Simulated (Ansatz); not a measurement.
A periodic structure is given below.

```cif
data_structure
_symmetry_space_group_name_H-M 'P -6 m 2'
_symmetry_Int_Tables_number 187
_cell_length_a 3.1835
_cell_length_b 3.1835
_cell_length_c 17.6286
_cell_angle_alpha 90.000
_cell_angle_beta 90.000
_cell_angle_gamma 120.000
_cell_volume 154.73
loop_
_atom_site_label
_atom_site_type_symbol
_atom_site_symmetry_multiplicity
_atom_site_Wyckoff_symbol
_atom_site_fract_x
_atom_site_fract_y
_atom_site_fract_z
_atom_site_occupancy
W1 W 1 d 0.33333 0.66667 0.50000 1
S1 S 2 i 0.66667 0.33333 0.40800 1
```

Interpret the file: composition, symmetry and coordination.

Answer. The stoichiometry is WS2. Cell content 1 W, 2 S; Z = 1. W is coordinated by six S in a trigonal prismatic arrangement at 2.45 Å. Each S has three W in a trigonal pyramidal arrangement at 2.45 Å. Not all metal-metal contacts are counted. The bonds build WS2 layers parallel to (001).

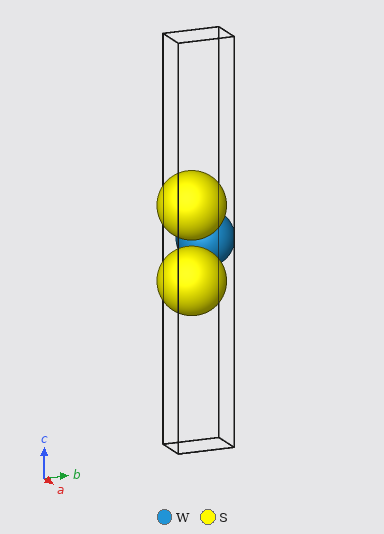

An orthographic space-filling view of the structure, slightly off an axis. The frame is the simulation cell; atoms at its boundary are shown with their periodic copies.

Source of the structure: a structure listed in the Materials Project. The cell was then strained or its atoms displaced on purpose. It went into a calculation with Ansatz.

At this level of theory the run's own cell isn't at rest (forces up to 1.3 eV/Å), so its distances can differ from those at equilibrium, the more so the softer the solid.
